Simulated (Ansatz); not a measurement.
Single-point calculation, with input and output: Sr$_{8}$Ti$_{8}$O$_{23}$H (charge −1) (part 2 of 2)

The same run, continued: Sr$_{8}$Ti$_{8}$O$_{23}$H (defect cell, 40 atoms in the cell, total charge −1); DFT, HSE06, PAW, plane waves (Ansatz 0.2.0); cutoff 420 eV, 1×1×1 k-mesh, Fermi–Dirac smearing of 0.01 eV. 

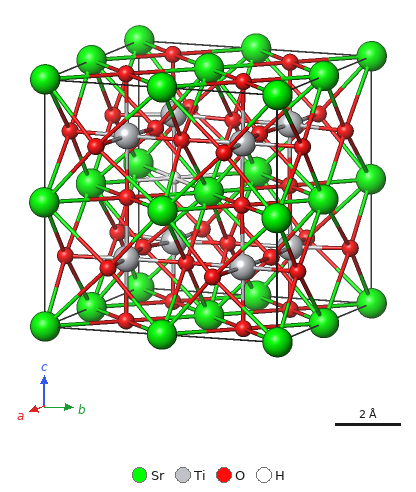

Fig. 1: The input geometry (ball-and-stick view of the cell of the calculation, seen slightly off an axis).

**Log, continued**
```
SCF iter   1: F=—  HF=-61483.379388 eV  |F-HF|=—  |Δ(HF+E_count)|=         —  Δρ=1.16e-4  dr2=1.40e-4  ethr=4.99e-7  ⟨swp⟩=8.0  Hψ=467  notcnv=0
preconditioner: auto → none  [insulator: Δε(μ)=0.506 eV  Ē_g=14.639 eV  σ=0.010 eV  W_gap=1.00  n_scr=122 (ndim 8)  ℏωp=26.3 eV  f_vac=0.000  D(μ)=0.00/eV (n_scr^D=0)]
SCF iter   2: F=—  HF=-61483.379491 eV  |F-HF|=—  |Δ(HF+E_count)|=   1.03e-4  Δρ=3.01e-4  dr2=1.40e-3  ethr=3.77e-8  ⟨swp⟩=4.0  Hψ=485  notcnv=0
SCF iter   3: F=—  HF=-61483.379388 eV  |F-HF|=—  |Δ(HF+E_count)|=   1.02e-4  Δρ=4.28e-5  dr2=6.51e-6  ethr=3.77e-8  ⟨swp⟩=4.0  Hψ=435  notcnv=0
SCF iter   4: F=—  HF=-61483.379396 eV  |F-HF|=—  |Δ(HF+E_count)|=   7.14e-6  Δρ=5.63e-5  dr2=3.45e-5  ethr=1.60e-9  ⟨swp⟩=5.0  Hψ=536  notcnv=0
SCF iter   5: F=—  HF=-61483.379391 eV  |F-HF|=—  |Δ(HF+E_count)|=   4.65e-6  Δρ=2.83e-5  dr2=1.06e-5  ethr=1.60e-9  ⟨swp⟩=4.0  Hψ=458  notcnv=0
SCF iter   6: F=—  HF=-61483.379390 eV  |F-HF|=—  |Δ(HF+E_count)|=   5.85e-7  Δρ=1.71e-5  dr2=3.43e-6  ethr=1.60e-9  ⟨swp⟩=4.0  Hψ=365  notcnv=0
SCF iter   7: F=—  HF=-61483.379390 eV  |F-HF|=—  |Δ(HF+E_count)|=   1.89e-7  Δρ=1.14e-5  dr2=1.66e-6  ethr=9.41e-10  ⟨swp⟩=5.0  Hψ=370  notcnv=0
SCF iter   8: F=—  HF=-61483.379390 eV  |F-HF|=—  |Δ(HF+E_count)|=   1.39e-8  Δρ=7.14e-6  dr2=6.15e-7  ethr=4.33e-10  ⟨swp⟩=5.0  Hψ=385  notcnv=0  defer=1
SCF iter   9: F=—  HF=-61483.379390 eV  |F-HF|=—  |Δ(HF+E_count)|=   8.88e-9  Δρ=3.27e-6  dr2=8.30e-8  ethr=1.65e-10  ⟨swp⟩=6.0  Hψ=393  notcnv=0  defer=1
SCF iter  10: F=—  HF=-61483.379390 eV  |F-HF|=—  |Δ(HF+E_count)|=   1.82e-9  Δρ=1.73e-6  dr2=8.15e-9  ethr=2.22e-11  ⟨swp⟩=7.0  Hψ=418  notcnv=0  defer=1
SCF iter  11: F=-61483.379390 eV  HF=-61483.379390 eV  |F-HF|=3.13e-9  |Δ(HF+E_count)|=  5.09e-11  Δρ=1.08e-6  dr2=4.56e-9  ethr=4.46e-12 (applied; sched 2.26e-12)  ⟨swp⟩=5.0  Hψ=391  notcnv=0  defer=4
SCF 3 converged in 11 iterations: F = -61483.379390 eV  dr2 = 4.56e-9
  Residual-converged pass: ⟨swp⟩=3.0  Hψ=444  notcnv=0  max |occ|·‖R‖ = 1.1e-6 eV (tolerance 1.5e-6 eV)  dr2=4.65e-9  dr2_onsite=6.71e-10  max |Δocc| = 5.9e-19
hybrid outer 2: dexx = +3.260e-5 eV, tail = 7.30e-8 eV, Δε = 4.58e-3 eV (about 9.51e-5 eV left of the loop's levels), ΔF = 7.77e-3 eV/Å (tail 6.21e-4)
WARN: the filled states extend beyond the cell (their overlap across the Brillouin zone is 0.048, against 0 in a metal and nearly 1 for localised states). With one k-point a hybrid's gap, moments and forces can then be wrong. Use a denser k-mesh, or a larger cell for a defect
NSCF: frozen V_eff on 1 k-points
hybrid SCF converged: 2 outer / 25 inner (+8 warm-up), last move |dexx| = 3.26e-5 eV, tail = 7.30e-8 eV
Stability not checked: this state was not tested for a lower state beside it, because the functional holds exact exchange (a hybrid, or Hartree-Fock), whose exchange loop this test does not read (fock_operator; see scf.lower_state_search)
Free energy (F): -61483.379390 eV
Harris-Foulkes:  -61483.379390 eV  (|F-HF|=3.13e-9)
Internal energy: -61483.379390 eV  (E = F + TS)
E sigma→0 (E₀):  -61483.379390 eV
Fermi energy:    12.979585 eV
--- Per-component energies (eV) ---
  E_band       = -2271.281252
  E_kinetic    = 8274.494952
  E_local      = -18873.269708  (includes V_loc(G=0)·N_el)
  E_nonlocal   = 2697.898435
  E_hartree    = 6628.983761
  E_xc         = -3144.600360
  E_vxc        = -3597.496117  (∫ρ·V_xc dr)
  E_exx        = -959.744742  (= α·E_x^exact, valence–valence)
  E_paw        = -33385.836327  (= ΣΔE_a)
  E_vpaw       = -2111.441038  (= ΣTr[D̂ρ^β])
  E_aug_tail   = 0.056180  (compensation charges beyond the density's cutoff)
  E_ewald      = -22716.396781
  E_core_change = -4.964803  (= ΣΔE_core)
  E_smearing   = -0.000000  (= −TS)
  E_closure    = 0.000003  (closes the sum)
  E_deformation_potential = -20.679473  (in the stress; not in F)
  Σ components = -61483.379390   (vs F -61483.379390, Δ=7.28e-12)
--- Forces (eV/Å), atoms counted from 1 ---
  atom   1  Sr     0.06882212     0.04599070     0.00931999
  atom   2  Sr     0.05686437     0.07154086    -0.01880624
  atom   3  Sr     0.04974017    -0.04930732     0.01126103
  atom   4  Sr     0.07880164    -0.07131140    -0.01286051
  atom   5  Sr    -0.06324157     0.05663688     0.01577773
  atom   6  Sr    -0.04841109     0.04708543    -0.01571341
  atom   7  Sr    -0.04717679    -0.06871362     0.02748411
  atom   8  Sr    -0.07915563    -0.05615870    -0.02374366
  atom   9  Ti     0.00786969     0.03420593    -0.10445097
  atom  10  Ti    -0.03076053    -0.00748314     0.09983139
  atom  11  Ti    -0.01801606     0.01830056     0.01269705
  atom  12  Ti    -0.01343481    -0.02073123    -0.00818840
  atom  13  Ti     0.00818652     0.00425187    -0.00461324
  atom  14  Ti    -0.01802793     0.01429417    -0.01043962
  atom  15  Ti    -0.02993054     0.02980516    -0.01550138
  atom  16  Ti    -0.01407400     0.03288480     0.01429323
  atom  17  O     -0.00245407     0.00047174    -0.00184455
  atom  18  O     -0.00826323    -0.00626944     0.00647552
  atom  19  O      0.00668902     0.01150408    -0.00497472
  atom  20  O      0.00350066     0.00886442    -0.00823598
  atom  21  O     -0.00888970     0.00076920     0.01307384
  atom  22  O      0.01408551    -0.01022219    -0.00447710
  atom  23  O     -0.00123381    -0.00288448     0.00629938
  atom  24  O     -0.12585573    -0.03638910    -0.00332994
  atom  25  O     -0.09883171     0.04640683     0.01774836
  atom  26  O     -0.09314283     0.07221808     0.00992845
  atom  27  O     -0.10706595    -0.03828007    -0.00656380
  atom  28  O      0.13653575     0.04099482    -0.00074283
  atom  29  O      0.16709808    -0.04621007     0.02159717
  atom  30  O      0.13718872    -0.03927132     0.00125591
  atom  31  O      0.13536274     0.07226914     0.01194389
  atom  32  O      0.04487524    -0.16750596    -0.01911083
  atom  33  O     -0.04501178    -0.13003621     0.00853936
  atom  34  O     -0.04549437     0.09544786    -0.01645855
  atom  35  O      0.04356954     0.12818404     0.00365408
  atom  36  O     -0.07132518    -0.13355303    -0.01011786
  atom  37  O      0.04287981    -0.13583835     0.00225133
  atom  38  O      0.03968076     0.10239257     0.00772404
  atom  39  O     -0.07763226     0.09360871    -0.01274051
  atom  40  H      0.00566694    -0.00793349     0.00175322
  max |Σ_I F_I| component: 2.87e-5 eV/Å
--- Charged-cell corrections in eV (Makov–Payne, q = -1.000 e, ε = 300.000) ---
  F (periodic)     = -61483.379390  (uncorrected; the corrections below are reported, never added to it)
  E_corr1          = +0.008749  (monopole, q²α_M/2εL)
  F Makov-Payne    = -61483.370641  (F + E_corr1; no measured alignment; for a localised charge, not one spread in a band: unchecked)
--- Band table (eV) ---
  k-point 0: bands = ["-51.3884", "-51.3855", "-51.1331", "-51.1304", "-51.1164", "-51.1126", "-50.7862", "-50.7840", "-26.1080", "-26.0990", "-26.0965", "-26.0771", "-26.0574", "-26.0298", "-25.8928", "-25.8832", "-25.8767", "-25.8730", "-25.8270", "-25.8148", "-25.8036", "-25.7990", "-25.7740", "-25.7700", "-25.7478", "-25.7394", "-25.6255", "-25.6109", "-25.6063", "-25.5826", "-25.5740", "-25.5316", "-25.5158", "-25.5110", "-25.4828", "-25.4784", "-25.4666", "-25.4527", "-25.4455", "-25.4215",
      "-10.1454", "-10.0802", "-10.0160", "-9.9559", "-9.6820", "-9.6004", "-9.5560", "-9.2163", "-9.1740", "-9.1344", "-9.1043", "-9.0682", "-9.0603", "-9.0507", "-8.9896", "-8.9492", "-8.9393", "-8.9075", "-8.8670", "-8.8453", "-8.8314", "-8.7755", "-8.7494", "-6.5618", "-6.5216", "-6.3945", "-6.3912", "-6.3602", "-6.3320", "-6.3243", "-6.3086", "-6.2953", "-6.2906", "-6.2409", "-6.2215", "-6.1932", "-6.1913", "-6.1482", "-6.1280", "-6.1041",
      "-6.0936", "-6.0197", "-5.9627", "-5.9536", "-5.9503", "-5.9000", "-5.8339", "4.2077", "4.2938", "4.3242", "4.4119", "4.4753", "4.5294", "4.5456", "4.5780", "4.6064", "4.7253", "4.8066", "4.8122", "4.8842", "4.9036", "4.9417", "4.9859", "5.1741", "5.2251", "5.2619", "5.4046", "5.4629", "5.5069", "5.5946", "5.6683", "5.7065", "5.7542", "5.7591", "5.7888", "5.8341", "5.8604", "5.8914", "5.9290", "5.9358",
      "5.9683", "6.0372", "6.0456", "6.1449", "6.2599", "6.4207", "6.4853", "6.6696", "6.6924", "6.9825", "7.0355", "7.1838", "7.2976", "7.3401", "7.4825", "7.5054", "7.5406", "7.5802", "7.5871", "7.6129", "7.6247", "7.6668", "7.7130", "7.7847", "7.8094", "7.8649", "7.8871", "7.9876", "8.0178", "8.0389", "8.1653", "8.3857", "8.4792", "8.5162", "8.5752", "8.5951", "8.6901", "12.7264", "13.2336", "13.2599",
      "13.3801", "13.3947", "13.4993", "14.1186", "14.2219", "14.3438", "14.4105", "14.4592", "14.5138", "14.5321", "14.5411", "14.5880", "14.6209", "14.6767", "14.8070", "15.0732", "15.0846", "15.0972", "15.1075", "15.2380", "15.2634", "15.4540", "15.9767", "16.0108", "16.0627", "16.2461", "16.5263", "16.6482", "16.7811", "16.8496", "16.9576", "17.2132", "17.3397", "17.4728", "17.7462", "17.7935", "17.8441", "17.9671"]
--- Löwdin populations: 40 sites ---
  site symbol       q [e]
     0     Sr      8.2615
     1     Sr      8.2670
     2     Sr      8.2623
     3     Sr      8.2691
     4     Sr      8.2642
     5     Sr      8.2705
     6     Sr      8.2615
     7     Sr      8.2671
     8     Ti     10.8075
     9     Ti     10.8088
    10     Ti     10.6959
    11     Ti     10.6981
    12     Ti     10.6979
    13     Ti     10.6974
    14     Ti     10.6809
    15     Ti     10.6817
    16      O      6.8718
    17      O      6.9659
    18      O      6.9379
    19      O      6.9662
    20      O      6.9378
    21      O      6.9456
    22      O      6.9671
    23      O      6.9591
    24      O      6.9718
    25      O      6.9658
    26      O      6.9661
    27      O      6.9702
    28      O      6.9582
    29      O      6.9648
    30      O      6.9659
    31      O      6.9574
    32      O      6.9703
    33      O      6.9714
    34      O      6.9598
    35      O      6.9659
    36      O      6.9656
    37      O      6.9653
    38      O      6.9660
    39      H      1.4748
  spilling = 0.008220 (of n_electrons = 316.000000)
```

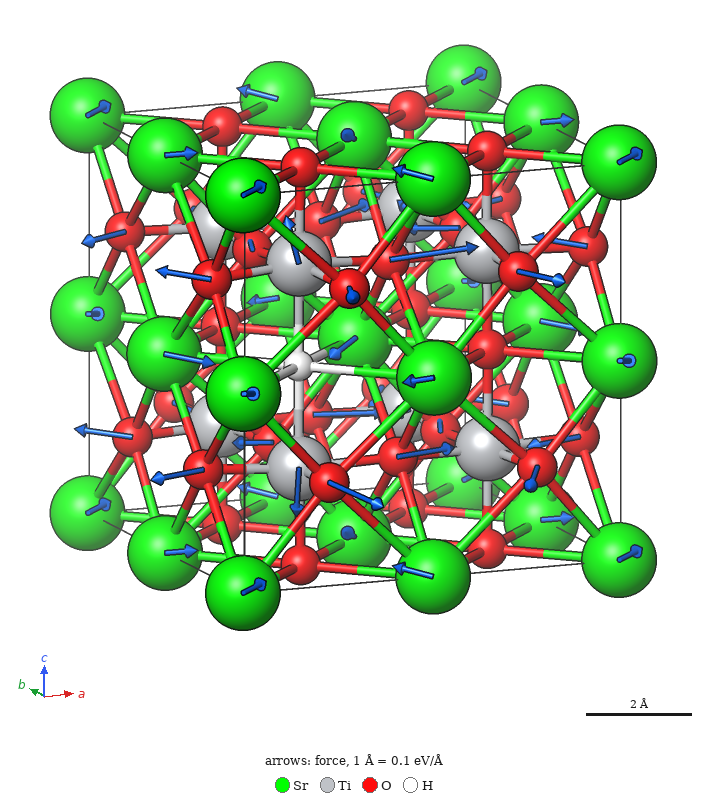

Fig. 2: Forces on the atoms as blue arrows (ball-and-stick view of the cell of the calculation, seen slightly off an axis); the smallest are left out. The largest act on O29, O32 (0.17 eV/Å); O31, O36 (0.15 eV/Å); O28, O30, O33, O37 (0.14 eV/Å); O35 (0.14 eV/Å), among others. Atoms are counted from 1 in the order of the input and aren't labelled in the picture. 

**Results in brief**

| quantity | value |
| --- | --- |
| outcome | converged |
| electrons treated | 316 |
| free energy | −61483.3794 eV |
| Fermi energy | 12.980 eV |
| largest force (length of the vector) | 0.175 eV/Å |
| wall time | 1.8 min (CPU time 14 min) |
| peak memory | 2.1 GiB |

**Remarks**

The program warns: the gap may close elsewhere in the zone. The k-point mesh is coarse for a cell of this size, so the results may not be converged.
